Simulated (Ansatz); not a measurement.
Single-point calculation of InSb (part 2 of 2)

InSb (slab, 16 atoms in the cell); DFT PBE+D3(BJ), scalar-relativistic, plane waves, PAW, no spin polarisation (Ansatz 0.2.0); cutoff 420 eV, 3×3×1 k-mesh, Gaussian smearing of 0.1 eV. The structure derives from an entry of the Crystallography Open Database. It belongs to a series of runs on one base structure; here: the slab at its places in the relaxed adsorbed structure.

Geometry of the input (Å; fractional positions):
```
9.2586  0.0000  0.0000
-4.6293  8.0182  0.0000
0.0000  0.0000  22.7248
Sb 0.5000  0.0000  0.3520
Sb 0.5000  0.5000  0.3520
Sb 0.0000  0.0000  0.3520
Sb 0.0000  0.5000  0.3520
In 0.1667  0.8333  0.3936
In 0.1667  0.3333  0.3936
In 0.6667  0.8333  0.3936
In 0.6667  0.3333  0.3936
Sb 0.6581  0.8251  0.5228
Sb 0.6667  0.3333  0.5259
Sb 0.1749  0.8331  0.5228
Sb 0.1669  0.3419  0.5228
In 0.3333  0.6667  0.5698
In 0.3284  0.1685  0.5569
In 0.8401  0.6716  0.5569
In 0.8315  0.1599  0.5569
```

### Output, continued
```
  k-point 0: bands = ["-29.5285", "-29.5281", "-29.5281", "-29.5183", "-29.5183", "-29.5177", "-29.5112", "-29.5103", "-29.5103", "-29.5035", "-29.5035", "-29.5023", "-29.4985", "-29.4976", "-29.4976", "-29.4733", "-29.4724", "-29.4724", "-29.4578", "-29.4578", "-28.5866", "-28.5866", "-28.5697", "-28.5684", "-28.5684", "-28.5437", "-28.5430", "-28.5430", "-28.5424", "-28.5424", "-28.5413", "-28.5178", "-28.5178", "-28.5174", "-28.5169", "-28.5164", "-28.5164", "-28.5148", "-28.5142", "-28.5142", "-15.5998", "-15.5866", "-15.5855", "-15.5855", "-15.5568", "-15.5568", "-15.5431", "-15.5431", "-15.5400", "-15.4926", "-15.4825", "-15.4825", "-15.4703", "-15.4703", "-15.4500", "-15.4118", "-15.4118", "-15.3911", "-15.3275", "-15.3275", "-14.7458", "-14.7287", "-14.7287", "-14.7186", "-14.6992", "-14.6992", "-14.6797", "-14.6715", "-14.6715", "-14.6697", "-14.6495", "-14.6495", "-14.6151", "-14.6112", "-14.6112", "-14.6001", "-14.6001", "-14.5854", "-14.5699", "-14.5699", "-10.9525", "-9.8919", "-9.8919", "-9.8446", "-9.7481", "-8.7314", "-8.7020", "-8.7020", "-6.4155", "-6.4155", "-6.3852", "-5.6020", "-5.6020", "-5.5651", "-4.8414", "-2.7343", "-2.7343", "-2.7178", "-2.6295", "-2.6295", "-2.6267", "-2.4343", "-1.5353", "-1.5353", "-1.5112", "-1.5112", "-1.5080", "-1.4859", "-1.3625", "-1.3625", "-0.4003", "-0.4003", "-0.3469", "-0.1767", "0.0335", "0.0335", "0.3709", "0.7712", "0.7712", "0.9478", "1.1708", "1.3325", "1.3325", "1.3594", "2.3082", "2.3290", "2.3290", "2.6538", "2.6538", "2.9805", "3.5127", "3.5127", "3.8552", "4.0276", "4.0276"]
  k-point 1: bands = ["-29.5284", "-29.5281", "-29.5280", "-29.5183", "-29.5182", "-29.5178", "-29.5110", "-29.5105", "-29.5103", "-29.5035", "-29.5034", "-29.5025", "-29.4983", "-29.4978", "-29.4976", "-29.4733", "-29.4724", "-29.4724", "-29.4578", "-29.4578", "-28.5866", "-28.5866", "-28.5697", "-28.5684", "-28.5684", "-28.5435", "-28.5430", "-28.5429", "-28.5425", "-28.5423", "-28.5416", "-28.5178", "-28.5177", "-28.5175", "-28.5168", "-28.5165", "-28.5164", "-28.5147", "-28.5143", "-28.5142", "-15.5962", "-15.5888", "-15.5829", "-15.5811", "-15.5574", "-15.5564", "-15.5476", "-15.5429", "-15.5408", "-15.4897", "-15.4833", "-15.4812", "-15.4736", "-15.4679", "-15.4534", "-15.4129", "-15.4113", "-15.3919", "-15.3283", "-15.3279", "-14.7418", "-14.7319", "-14.7262", "-14.7147", "-14.6994", "-14.6952", "-14.6809", "-14.6754", "-14.6716", "-14.6706", "-14.6528", "-14.6494", "-14.6130", "-14.6106", "-14.6081", "-14.6014", "-14.5979", "-14.5892", "-14.5730", "-14.5717", "-10.7529", "-10.2414", "-9.9104", "-9.8745", "-9.5503", "-9.0501", "-8.7293", "-8.7099", "-6.2935", "-6.2651", "-5.7903", "-5.4379", "-5.4087", "-4.9547", "-4.8530", "-3.4731", "-3.3329", "-3.2784", "-2.8920", "-2.6600", "-2.5758", "-2.4364", "-2.3439", "-2.2585", "-2.2488", "-1.8858", "-1.2928", "-1.2911", "-1.1844", "-0.9435", "-0.8944", "-0.7526", "-0.2869", "-0.0270", "-0.0022", "0.3817", "0.9289", "1.0384", "1.7139", "1.7308", "1.7995", "1.8608", "2.0814", "2.1651", "2.5560", "2.6797", "3.0126", "3.0190", "3.1759", "3.2748", "3.4532", "3.4931", "3.5502", "3.6353", "4.0862"]
  k-point 2: bands = ["-29.5283", "-29.5282", "-29.5280", "-29.5183", "-29.5181", "-29.5179", "-29.5109", "-29.5106", "-29.5103", "-29.5035", "-29.5033", "-29.5026", "-29.4982", "-29.4980", "-29.4976", "-29.4733", "-29.4724", "-29.4724", "-29.4578", "-29.4578", "-28.5866", "-28.5866", "-28.5697", "-28.5684", "-28.5684", "-28.5432", "-28.5432", "-28.5429", "-28.5425", "-28.5421", "-28.5419", "-28.5178", "-28.5176", "-28.5175", "-28.5167", "-28.5166", "-28.5164", "-28.5145", "-28.5145", "-28.5142", "-15.5930", "-15.5909", "-15.5805", "-15.5802", "-15.5586", "-15.5530", "-15.5522", "-15.5429", "-15.5413", "-15.4871", "-15.4843", "-15.4805", "-15.4765", "-15.4649", "-15.4561", "-15.4140", "-15.4105", "-15.3923", "-15.3286", "-15.3283", "-14.7370", "-14.7360", "-14.7254", "-14.7119", "-14.7010", "-14.6898", "-14.6843", "-14.6770", "-14.6719", "-14.6711", "-14.6541", "-14.6495", "-14.6114", "-14.6107", "-14.6054", "-14.6030", "-14.5956", "-14.5924", "-14.5743", "-14.5729", "-10.4231", "-10.3804", "-10.3677", "-9.6845", "-9.2093", "-9.1871", "-9.1854", "-8.5260", "-6.4786", "-5.6529", "-5.5203", "-5.4792", "-5.3941", "-4.4949", "-4.4657", "-4.4168", "-3.8529", "-2.8847", "-2.8400", "-2.8265", "-2.8170", "-2.6171", "-2.6071", "-2.5935", "-2.3448", "-1.6259", "-1.6151", "-1.6023", "-1.1061", "-1.0712", "-1.0253", "-0.8151", "-0.3158", "0.0937", "0.2624", "0.2957", "1.7551", "1.8484", "1.9325", "1.9454", "2.3231", "2.4600", "2.5079", "2.5940", "2.6071", "2.6159", "2.9271", "3.1389", "3.1517", "3.2000", "3.3940", "3.5437", "3.5715", "3.6955", "3.7957"]
```

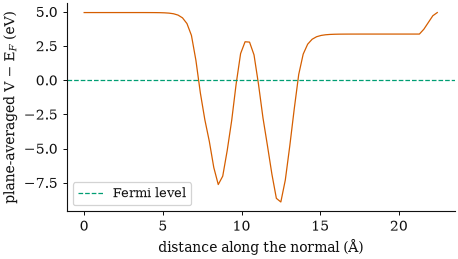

**Figure 1.** Plane average of the electrostatic potential energy of an electron across the cell, from the Fermi level. The vacuum level lies 3.37 eV above the Fermi level on the upper side and 4.94 eV on the lower.

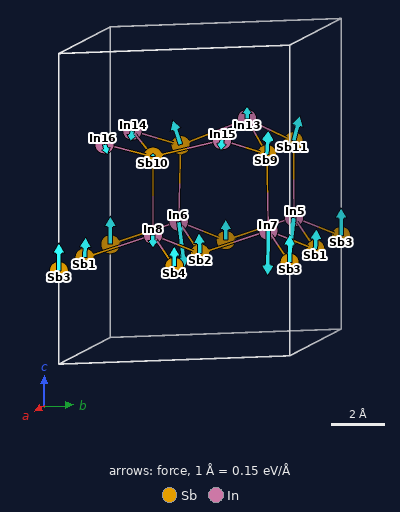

**Figure 2.** Forces on the atoms as teal arrows (ball-and-stick view of the cell of the calculation, with the vacuum cut short, seen slightly off an axis; atoms are numbered from 1 in the order of the input). The largest act on In5, In6, In7 (0.27 eV/Å); Sb3 (0.17 eV/Å); Sb9, Sb11, Sb12 (0.16 eV/Å); Sb1, Sb2, Sb4 (0.12 eV/Å). The geometry is not a stationary point of this energy.

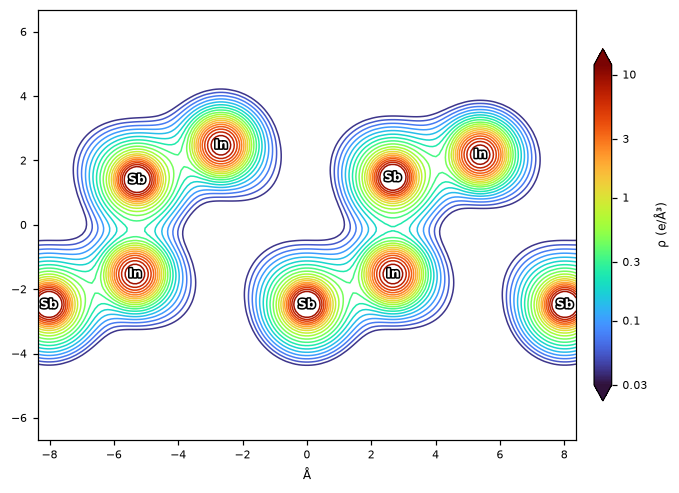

**Figure 3.** Valence electron density on the (110) plane of the calculation cell, a cut from vacuum to vacuum. In–Sb (2.82 Å): ρ at the midpoint is about 0.35 e/Å³. In–Sb (2.94 Å): ρ is about 0.27 e/Å³ halfway. In–Sb (3.01 Å): ρ is about 0.25 e/Å³ halfway. The density dies away to nearly zero in the vacuum. Core electrons are frozen (PAW), so the fields are smoothed inside the atomic spheres.

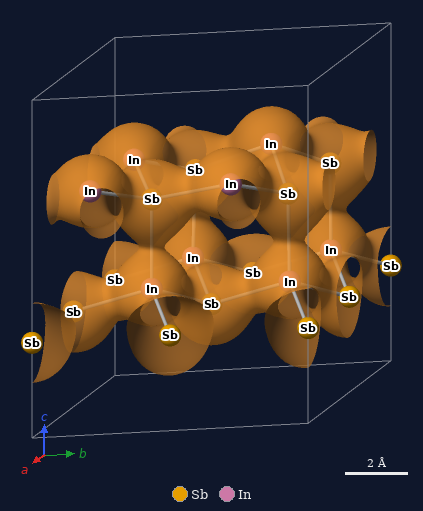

**Figure 4.** Isosurface of the valence electron density at 0.2 e/Å³ (orange), seen slightly off an axis. Sticks mark near contacts. At this value the density is joined into sheets; it holds about 85 % of the electrons treated as valence (semicore included). On the grid the lowest density along these lines, outside the cores, is 0.36 e/Å³ (In–Sb, 2.80 Å), 0.26 e/Å³ (In–Sb, 2.94 Å) and 0.24 e/Å³ (In–Sb, 3.01 Å).

### Results in brief

- outcome: converged
- electrons treated: 224
- free energy: −96659.2659 eV
- work function, top face: 3.37 eV
- work function, bottom face: 4.94 eV
- Fermi energy: −0.393 eV
- gap on the k-point mesh: 0.05 eV
- work function (upper face): 3.37 eV
- largest force (length of the vector): 0.272 eV/Å
- hardware: 4 threads of Intel Xeon @ 2.50GHz (Skylake/Cascade Lake), 189 GiB of memory available, shared host
- wall time: 35 s (CPU time 2.2 min)
- peak memory: 3.1 GiB
